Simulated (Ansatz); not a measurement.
## Geometry relaxation of ZnCu2SnS4

System: ZnCu2SnS4 (I-4, 8 atoms in the cell).
Method: DFT PBE, scalar-relativistic, plane waves, PAW, no spin polarisation (Ansatz 0.2.0).

The structure derives from an entry of the Crystallography Open Database.

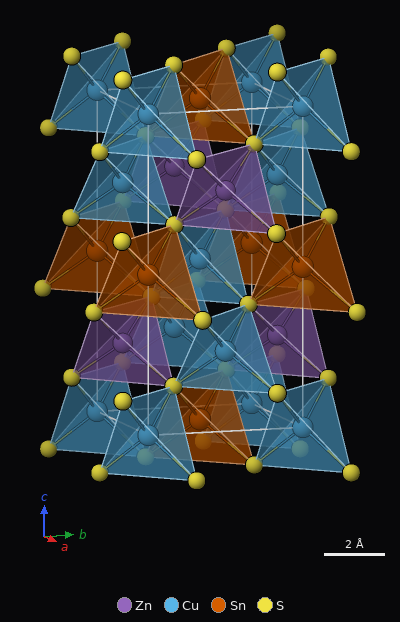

Fig. 1: The starting structure (polyhedral view of the cell 2 times as large as that of the calculation, set on its symmetry axes, seen slightly off an axis; polyhedra are completed across the faces of the cell). An atom can appear more than once, as a periodic image.

## Summary

```json
{"quantity": "outcome", "value": "converged"}
{"quantity": "space group (tolerance 0.01 Å)", "value": "I-4 (82)"}
{"quantity": "electrons treated", "value": "88"}
{"quantity": "free energy", "value": "−26205.5523 eV"}
{"quantity": "Fermi energy", "value": "7.902 eV"}
{"quantity": "gap on the k-point mesh", "value": "0.05 eV by band count, under the smearing"}
{"quantity": "pressure", "value": "−0.01 GPa"}
{"quantity": "final volume", "value": "163.50 Å³"}
{"quantity": "largest force (length of the vector) at the end", "value": "0.004 eV/Å"}
{"quantity": "final cell", "value": "a = 6.693 Å, b = 6.693 Å, c = 6.693 Å, α = 131.75°, β = 131.75°, γ = 70.62°"}
{"quantity": "hardware", "value": "2 threads of Intel Xeon (Sapphire Rapids), 32 GiB of memory available, shared host"}
{"quantity": "wall time", "value": "100 s (CPU time 3.3 min)"}
{"quantity": "peak memory", "value": "1.2 GiB"}
```

## Input file
```yaml
crystal:
  lattice:
    - [-2.7355783187, 2.7355783187, 5.4622109292]
    - [2.7355783187, -2.7355783187, 5.4622109292]
    - [2.7355783187, 2.7355783187, -5.4622109292]
  atoms:
    - { symbol: Zn, position: [0.25, 0.75, 0.5] }
    - { symbol: Cu, position: [0.0, 0.0, 0.0] }
    - { symbol: Cu, position: [0.75, 0.25, 0.5] }
    - { symbol: Sn, position: [0.5, 0.5, 0.0] }
    - { symbol: S, position: [0.3711002214, 0.8956013553, 1.0079414306] }
    - { symbol: S, position: [0.1043986447, 0.1123400753, 0.4754988661] }
    - { symbol: S, position: [0.8876599247, 0.3631587908, -0.0079414306] }
    - { symbol: S, position: [0.6368412092, 0.6288997786, 0.5245011339] }
basis:
  ecutwfc: 420
kpoints:
  mp_grid: { grid: [10, 10, 10] }
hamiltonian:
  xc: pbe
scf:
  occupations: { method: gaussian, width: 0.1 }
output:
  forces: true
  stress: true
  eigenvalues: true
  write_density: true
  write_potential: true
  elf: true
  volumetric_format: npy
relax:
  adjacent_minimum: "off"
  f_tol: 0.005
  max_steps: 80
  cell: { stress_tol: 0.05 }
```

Run as:
```bash
ansatz run input.yaml --threads 2 --pin off --max-ram 5120MiB --backend cpu --events-out ev --progress --plain --runs-dir out
```

## The program's output
```
Engine: ansatz 0.2.0, x86_64-unknown-linux-gnu
Pseudopotentials: kind: paw
Pseudopotential: Zn, paw, valence charge 12, recommended cutoff 420 eV (normal), Zn.paw.azcp
Pseudopotential: Cu, paw, valence charge 19, recommended cutoff 420 eV (normal), Cu.paw.azcp
Pseudopotential: Sn, paw, valence charge 14, recommended cutoff 420 eV (normal), Sn.paw.azcp
Pseudopotential: S, paw, valence charge 6, recommended cutoff 420 eV (normal), S.paw.azcp
Functional definition: PBE
  parameter kappa = 0.804
  parameter beta = 0.06672455060314922
  exchange = pbe_x(kappa = kappa, mu = beta*pi^2/3)
  correlation = pbe_c(beta = beta)
Crystal: 8 atoms, lattice volume = 163.503 Å³
Basis set: ecut = 420 eV, 3195 PW (Γ), exchange–correlation on 90×90×90 points (8 copies of the dense FFT grid, shifted against one another)
Bands: 53, of which v1, the nominal top of the filled ones, is band 44 counted from 1 (43 counted from 0)
Symmetry: 4 space group operations
Space group: I-4 (ITA 82), of the structure as read, at distance tolerance 5.5e-5 Å
k-points: 144 of 1000 (time reversal used)
Non-local potential: Zn, projectors of the file, l = 0: 2, l = 1: 2, l = 2: 3, l = 3: 1
Non-local potential: Cu, projectors of the file, l = 0: 3, l = 1: 2, l = 2: 3, l = 3: 1
Non-local potential: Sn, projectors of the file, l = 0: 2, l = 1: 2, l = 2: 2, l = 3: 2
Non-local potential: S, projectors of the file, l = 0: 2, l = 1: 2, l = 2: 2
PAW form: soft (Blöchl's): semilocal exchange-correlation on the pseudo side does not see the compensation charge
PAW one-centre angular grid: Zn, 590 points (default); XC on 64 Gauss nodes
PAW one-centre angular grid: Cu, 590 points (default); XC on 64 Gauss nodes
PAW one-centre angular grid: Sn, 590 points (default); XC on 64 Gauss nodes
PAW one-centre angular grid: S, 110 points (default); XC on 64 Gauss nodes
Initial density: superposition of atomic densities (neutral atoms: chi_scale 0, normalization atom), corrected by the library's trained network
Initial wavefunctions: pseudopotential atomic-orbital guess
Functional: x = pbe(κ = 0.804, μ = 0.2195149727645171), c = pbe(β = 0.06672455060314922)
SCF iter   1: F=—  HF=-26205.551299 eV  |F-HF|=—  |Δ(HF+E_count)|=         —  Δρ=1.29e-3  dr2=2.13e-3  ethr=1.77e-3  ⟨swp⟩=7.5  Hψ=32292  notcnv=0  defer=11
preconditioner: auto → Resta (q_TF=auto, 2.461 Å⁻¹)  ε∞=5.8  [insulator: Δε(μ)=0.399 eV  Ē_g=11.235 eV  σ=0.100 eV  W_gap=0.63  n_scr=36 (ndim 8)  ℏωp=24.6 eV  f_vac=0.041  D(μ)=0.05/eV (n_scr^D=0)  ε∞_Penn≈5.8]
SCF iter   2: F=—  HF=-26205.552491 eV  |F-HF|=—  |Δ(HF+E_count)|=   1.19e-3  Δρ=1.55e-3  dr2=2.25e-3  ethr=2.42e-6  ⟨swp⟩=2.7  Hψ=15312  notcnv=0  defer=23
SCF iter   3: F=—  HF=-26205.552134 eV  |F-HF|=—  |Δ(HF+E_count)|=   3.57e-4  Δρ=4.14e-4  dr2=2.53e-4  ethr=2.42e-6  ⟨swp⟩=2.0  Hψ=13258  notcnv=0  defer=23
SCF iter   4: F=—  HF=-26205.552266 eV  |F-HF|=—  |Δ(HF+E_count)|=   1.32e-4  Δρ=1.36e-4  dr2=2.20e-5  ethr=2.87e-7  ⟨swp⟩=2.0  Hψ=10645  notcnv=0  defer=23
SCF iter   5: F=—  HF=-26205.552339 eV  |F-HF|=—  |Δ(HF+E_count)|=   7.28e-5  Δρ=1.69e-4  dr2=3.44e-5  ethr=2.50e-8  ⟨swp⟩=2.0  Hψ=13447  notcnv=0  defer=23
SCF iter   6: F=—  HF=-26205.552335 eV  |F-HF|=—  |Δ(HF+E_count)|=   3.79e-6  Δρ=5.77e-5  dr2=4.61e-6  ethr=2.50e-8  ⟨swp⟩=2.0  Hψ=13447  notcnv=0  defer=23
SCF iter   7: F=—  HF=-26205.552336 eV  |F-HF|=—  |Δ(HF+E_count)|=   7.82e-7  Δρ=1.82e-5  dr2=6.39e-7  ethr=5.24e-9  ⟨swp⟩=2.0  Hψ=10855  notcnv=0  defer=23
SCF iter   8: F=—  HF=-26205.552336 eV  |F-HF|=—  |Δ(HF+E_count)|=   2.14e-7  Δρ=1.10e-5  dr2=1.73e-7  ethr=7.26e-10  ⟨swp⟩=2.0  Hψ=10996  notcnv=0  defer=23
SCF iter   9: F=-26205.552336 eV  HF=-26205.552336 eV  |F-HF|=1.36e-9  |Δ(HF+E_count)|=   6.65e-8  Δρ=5.03e-6  dr2=3.67e-8  ethr=1.14e-10  ⟨swp⟩=13.9  Hψ=53558  notcnv=0
SCF 1 converged in 9 iterations: F = -26205.552336 eV  dr2 = 3.67e-8
  greatest PAW one-centre occupation: 1.000 electrons in one spin orbital (limit 2), on the Cu atom at site 1 (counted from 0), in its partial waves of l = 0
relax step   1: F+E_penalty+E_count = -26205.55233610 eV  Δ(F+E_penalty+E_count) = +0.000e0 eV  max|allowed force component| = 2.853e-3 eV/Å  Δτ_max = 0.0000 Å  P = -0.007 GPa  Ω = 163.503 Å³  (9 SCF iters, dr2 threshold 1.00e-7 eV, accepted)
Initial density: handed on by an earlier stage of this run
Initial wavefunctions: pseudopotential atomic-orbital guess (no wavefunctions were taken with the density)
iter 1 solved again at ethr=1.91e-7 eV; its pass at ethr=3.10e-3 eV (dr2=1.68e-4 eV) is discarded
SCF iter   1: F=—  HF=-26205.552281 eV  |F-HF|=—  |Δ(HF+E_count)|=         —  Δρ=5.10e-6  dr2=3.77e-8  ethr=1.91e-7  ⟨swp⟩=3.4  Hψ=50947  notcnv=0
eigensolver tolerance schedule: the retry pair's looser diagonalisation over-reported the residual by 4472.34 of it (diagonalisation noise at 0.38 of the residual, at the tolerance the schedule requests for it); recorded, not acted on — ethr = c·dr2/N_el stays at c = 1.0e-1
preconditioner: auto → Resta (q_TF=auto, 2.461 Å⁻¹)  ε∞=5.8  [insulator: Δε(μ)=0.401 eV  Ē_g=11.234 eV  σ=0.100 eV  W_gap=0.68  n_scr=36 (ndim 8)  ℏωp=24.6 eV  f_vac=0.042  D(μ)=0.05/eV (n_scr^D=0)  ε∞_Penn≈5.8]
SCF iter   2: F=—  HF=-26205.552336 eV  |F-HF|=—  |Δ(HF+E_count)|=   5.48e-5  Δρ=4.58e-6  dr2=2.67e-8  ethr=4.28e-11  ⟨swp⟩=3.0  Hψ=18539  notcnv=0
SCF iter   3: F=—  HF=-26205.552336 eV  |F-HF|=—  |Δ(HF+E_count)|=   1.17e-9  Δρ=2.38e-6  dr2=1.04e-8  ethr=3.03e-11  ⟨swp⟩=2.0  Hψ=13822  notcnv=0
SCF iter   4: F=—  HF=-26205.552336 eV  |F-HF|=—  |Δ(HF+E_count)|=   6.91e-9  Δρ=9.93e-7  dr2=2.54e-9  ethr=1.19e-11  ⟨swp⟩=2.0  Hψ=10905  notcnv=0
SCF iter   5: F=—  HF=-26205.552336 eV  |F-HF|=—  |Δ(HF+E_count)|=   2.21e-9  Δρ=1.14e-6  dr2=1.86e-9  ethr=2.88e-12  ⟨swp⟩=2.0  Hψ=11694  notcnv=0
SCF iter   6: F=—  HF=-26205.552336 eV  |F-HF|=—  |Δ(HF+E_count)|=  7.28e-12  Δρ=5.25e-7  dr2=3.68e-10  ethr=2.12e-12  ⟨swp⟩=2.0  Hψ=10090  notcnv=0
SCF iter   7: F=-26205.552336 eV  HF=-26205.552336 eV  |F-HF|=7.28e-12  |Δ(HF+E_count)|=  4.37e-11  Δρ=2.04e-7  dr2=4.53e-11  ethr=1.00e-12  ⟨swp⟩=4.8  Hψ=37060  notcnv=0
SCF 2 converged in 7 iterations: F = -26205.552336 eV  dr2 = 4.53e-11
relax step   2: F+E_penalty+E_count = -26205.55233613 eV  Δ(F+E_penalty+E_count) = -2.094e-8 eV  max|allowed force component| = 2.898e-3 eV/Å  Δτ_max = 0.0000 Å  P = -0.007 GPa  Ω = 163.503 Å³  stress off target by 3.33e-2 GPa  SCF on the basis re-selected at this cell (its energy is not comparable with the rows above)  (7 SCF iters)
```

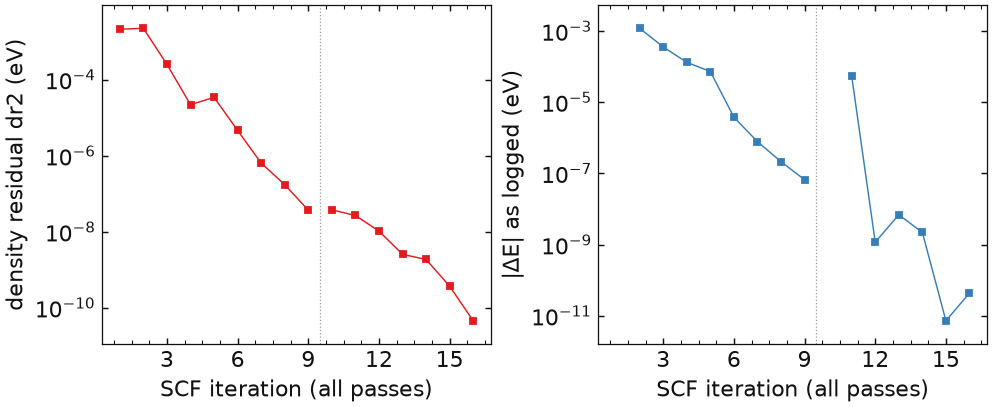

Fig. 2: Convergence of the self-consistent field: density residual dr2 and size of the energy change against the SCF iteration. The dotted lines part the SCF passes of the relaxation: geometry steps, rejected trials and re-solves on a re-selected basis. The passes take 9 and 7 iterations.

```
basis re-selected at this cell: Δ(F+E_penalty+E_count) = -2.094e-8 eV, ΔP = -0.000 GPa vs the last step (what re-selecting the basis moved, of the pressure what is left beyond the Pulay correction that the steps carried, after the strain that the cell walked since its last selection, with what the two solves' SCF thresholds leave and, on support functions, any second-order correction that the steps lacked; it is no measure of the basis error at this ecutwfc). This SCF's stress stands 3.33e-2 GPa from its target on what of the cell is left free (relax.cell.stress_tol is 5.00e-2 GPa) and its largest allowed force component is 2.90e-3 eV/Å (relax.f_tol is 5.00e-3 eV/Å): within both
SCF converged after 7 iterations
Free energy (F): -26205.552336 eV
Harris-Foulkes:  -26205.552336 eV  (|F-HF|=7.28e-12)
Internal energy: -26205.552066 eV  (E = F + TS)
E sigma→0 (E₀):  -26205.552201 eV
Entropy (-TS):   -0.000270 eV (-0.034 meV/atom)
Fermi energy:    7.902205 eV
--- Per-component energies (eV) ---
  E_band       = -1120.469885
  E_kinetic    = 1343.881415
  E_local      = -15069.245775  (includes V_loc(G=0)·N_el)
  E_nonlocal   = 1491.408975
  E_hartree    = 6770.883318
  E_xc         = -1083.277590
  E_vxc        = -723.888842  (∫ρ·V_xc dr)
  E_paw        = -11707.457052  (= ΣΔE_a)
  E_vpaw       = -1704.392610  (= ΣTr[D̂ρ^β])
  E_aug_tail   = 0.000197  (compensation charges beyond the density's cutoff)
  E_ewald      = -7951.745554
  E_smearing   = -0.000270  (= −TS)
  E_closure    = 0.000000  (closes the sum)
  Σ components = -26205.552336   (vs F -26205.552336, Δ=0.00e0)
--- Forces (eV/Å), atoms counted from 1 ---
  atom   1  Zn     0.00000000    -0.00000000    -0.00000000
  atom   2  Cu     0.00000000    -0.00000000     0.00000000
  atom   3  Cu     0.00000000     0.00000000     0.00000000
  atom   4  Sn     0.00000000     0.00000000     0.00000000
  atom   5  S      0.00147327    -0.00276576     0.00289795
  atom   6  S     -0.00276576    -0.00147327    -0.00289795
  atom   7  S     -0.00147327     0.00276576     0.00289795
  atom   8  S      0.00276576     0.00147327    -0.00289795
  max |Σ_I F_I| component: 2.10e-16 eV/Å
--- Stress (GPa, compression-positive) ---
       -0.026853      -0.000000      -0.000000
        0.000000      -0.026853       0.000000
       -0.000000       0.000000       0.033282
  P = ⅓ Tr σ = -0.0068 GPa (-0.068 kbar)
--- Band table (eV; the first three rows and the last of 144) ---
  k-point 0: bands = ["-103.8489", "-103.8322", "-61.3029", "-61.2405", "-61.2405", "-61.2165", "-61.2165", "-61.2048", "-14.4451", "-14.4412", "-14.4412", "-14.3752", "-14.3706", "-6.5741", "-5.1512", "-5.1386", "-5.1386", "-0.1357", "0.7283", "0.7950", "0.7950", "0.7953", "0.8968", "2.1892", "2.7680", "2.9541", "3.4463", "3.4586", "3.4586", "4.0734", "4.0734", "4.5459", "4.5459", "4.5761", "5.6906", "5.7892", "5.9728", "6.2118", "6.2325", "6.2325", "6.3993", "7.7607", "7.7607", "7.8246", "7.8697", "9.7657", "10.4842", "11.4403", "11.4403", "12.6138", "12.7947", "13.0790", "13.0790"]
  k-point 1: bands = ["-103.8489", "-103.8322", "-61.3029", "-61.2405", "-61.2405", "-61.2165", "-61.2165", "-61.2048", "-14.4452", "-14.4412", "-14.4412", "-14.3751", "-14.3705", "-6.5220", "-5.1878", "-5.1673", "-5.1479", "-0.1037", "0.7330", "0.7797", "0.7873", "0.8099", "0.8998", "2.1624", "2.6687", "2.9447", "3.3234", "3.4436", "3.7510", "4.0100", "4.0931", "4.4420", "4.5649", "4.6406", "5.7444", "5.8258", "5.9944", "6.0995", "6.1944", "6.3428", "6.4638", "7.2197", "7.7062", "7.7405", "8.3996", "10.0080", "10.6660", "11.3749", "11.4496", "12.5643", "12.8093", "13.0153", "13.2289"]
  k-point 2: bands = ["-103.8489", "-103.8322", "-61.3029", "-61.2405", "-61.2405", "-61.2165", "-61.2165", "-61.2048", "-14.4454", "-14.4414", "-14.4413", "-14.3749", "-14.3704", "-6.3735", "-5.3059", "-5.2401", "-5.1534", "-0.0606", "0.7383", "0.7670", "0.7828", "0.8290", "0.8988", "2.0162", "2.4829", "3.0630", "3.1390", "3.5051", "3.9910", "3.9988", "4.1361", "4.2997", "4.6345", "4.7393", "5.8286", "5.9364", "6.0026", "6.0834", "6.1737", "6.4567", "6.5915", "6.8192", "7.4165", "7.6753", "8.7836", "10.4597", "10.9273", "11.3193", "11.5384", "12.4499", "12.7902", "13.1491", "13.3016"]
  k-point 143: bands = ["-103.8489", "-103.8322", "-61.3029", "-61.2405", "-61.2405", "-61.2165", "-61.2165", "-61.2048", "-14.4452", "-14.4409", "-14.4409", "-14.3753", "-14.3705", "-6.0907", "-5.8031", "-5.1521", "-5.1521", "-0.2437", "0.7040", "0.7612", "0.7612", "0.8457", "1.1096", "1.9298", "3.2739", "3.2762", "3.6490", "3.7473", "3.7473", "4.1087", "4.1087", "4.4738", "4.5905", "4.5905", "5.5862", "5.8914", "5.9274", "6.0211", "6.5994", "6.7088", "6.7088", "6.7212", "6.9846", "6.9846", "8.9715", "9.8171", "9.8171", "10.1049", "10.9777", "11.3104", "12.0239", "12.0369", "14.2261"]
--- Relaxed structure (1 steps of the walk, 1 accepted, 1 SCFs on fresh bases) ---
  F+E_penalty+E_count = -26205.55233613 eV   max|allowed force component| = 2.898e-3 eV/Å   (the final SCF, on the basis selected at the relaxed cell)
  cell:  # Å, volume = 163.5034 Å³
    - [-2.7355783187, 2.7355783187, 5.4622109292]
    - [2.7355783187, -2.7355783187, 5.4622109292]
    - [2.7355783187, 2.7355783187, -5.4622109292]
  atoms:
    - { symbol: Zn, position: [0.25000000000000006, 0.75, 0.5] }
    - { symbol: Cu, position: [0.0, 0.0, 0.0] }
    - { symbol: Cu, position: [0.75, 0.25000000000000006, 0.5] }
    - { symbol: Sn, position: [0.5000000000000001, 0.5000000000000001, 0.0] }
    - { symbol: S, position: [0.3711002214, 0.8956013553, 1.0079414306] }
    - { symbol: S, position: [0.10439864470000004, 0.11234007529999998, 0.47549886610000003] }
    - { symbol: S, position: [0.8876599247000001, 0.36315879080000013, -0.007941430600000021] }
    - { symbol: S, position: [0.6368412092, 0.6288997786000001, 0.5245011339] }
```

## Trajectory as extended XYZ (Å, eV, eV/Å), 2 frames, from step=1 to step=2
```
8
Lattice="-2.7356 2.7356 5.4622 2.7356 -2.7356 5.4622 2.7356 2.7356 -5.4622" Properties=species:S:1:pos:R:3:forces:R:3 step=1 energy=-26205.55234 pressure_GPa=-0.01
Zn    2.7356    0.0000    2.7311    0.0000   0.0000   0.0000
Cu    0.0000    0.0000    0.0000    0.0000   0.0000   0.0000
Cu    0.0000    2.7356    2.7311    0.0000   0.0000   0.0000
Sn    0.0000    0.0000    5.4622    0.0000   0.0000   0.0000
S     4.1921    1.3225    1.4134    0.0014  -0.0028   0.0029
S     1.3225    1.2790   -1.4134   -0.0028  -0.0014  -0.0029
S    -1.4565    1.4131    6.8756   -0.0014   0.0028   0.0029
S     1.4131    1.4565    4.0488    0.0028   0.0014  -0.0029
8
Lattice="-2.7356 2.7356 5.4622 2.7356 -2.7356 5.4622 2.7356 2.7356 -5.4622" Properties=species:S:1:pos:R:3:forces:R:3 step=2 energy=-26205.55234 pressure_GPa=-0.01
Zn    2.7356    0.0000    2.7311    0.0000   0.0000   0.0000
Cu    0.0000    0.0000    0.0000    0.0000   0.0000   0.0000
Cu    0.0000    2.7356    2.7311    0.0000   0.0000   0.0000
Sn    0.0000    0.0000    5.4622    0.0000   0.0000   0.0000
S     4.1921    1.3225    1.4134    0.0015  -0.0028   0.0029
S     1.3225    1.2790   -1.4134   -0.0028  -0.0015  -0.0029
S    -1.4565    1.4131    6.8756   -0.0015   0.0028   0.0029
S     1.4131    1.4565    4.0488    0.0028   0.0015  -0.0029
```

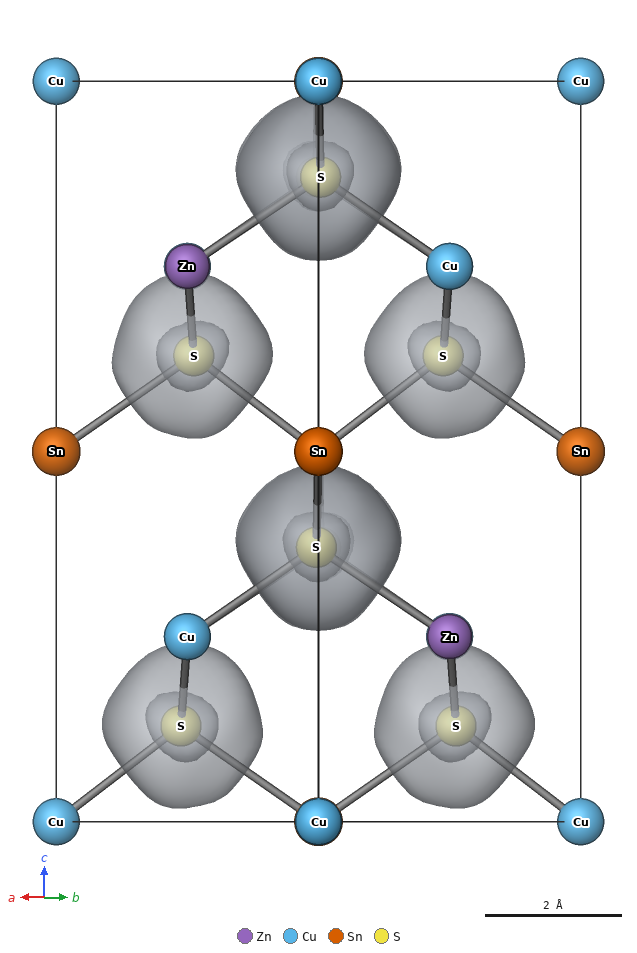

Fig. 3: Isosurface of the electron localisation function at 0.65 (grey), seen along [110]. Core shells and regions of very low density are left out. Sticks mark near contacts. The outline is the cell set on symmetry axes. Profiles from the grid: Cu–S (2.32 Å): the ELF is about 0.45 at the midpoint; a polar contact without a shared pair, in a metal. Zn–S (2.37 Å): the ELF is about 0.55 at the midpoint; a polar contact without a shared pair, in a metal. Core electrons are frozen (PAW), so the fields are smoothed inside the atomic spheres.

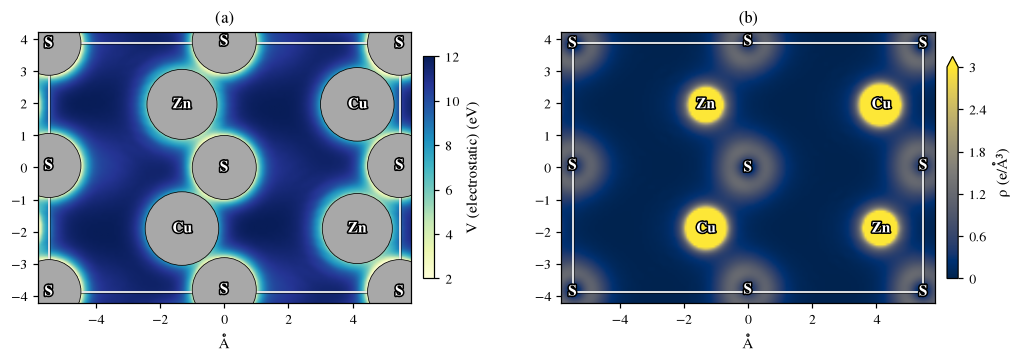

Fig. 4: (a) electrostatic potential (local pseudopotential plus Hartree) felt by an electron; (b) valence charge density (pseudo) on the (110) plane of the conventional cell. Grey discs, where drawn, cover atomic cores. The section cuts through Zn, Cu and S sites. Cu–S (2.32 Å): ρ at the midpoint is about 0.51 e/Å³. Zn–S (2.37 Å): ρ is about 0.49 e/Å³ halfway. Away from the nuclei the density in this plane falls to 0.02 e/Å³ at its lowest. Outside the cores the potential energy rises away from the atoms and is highest about 2.1 Å from the nearest atoms; outside the discs it spans about 10 eV, and its zero is arbitrary.
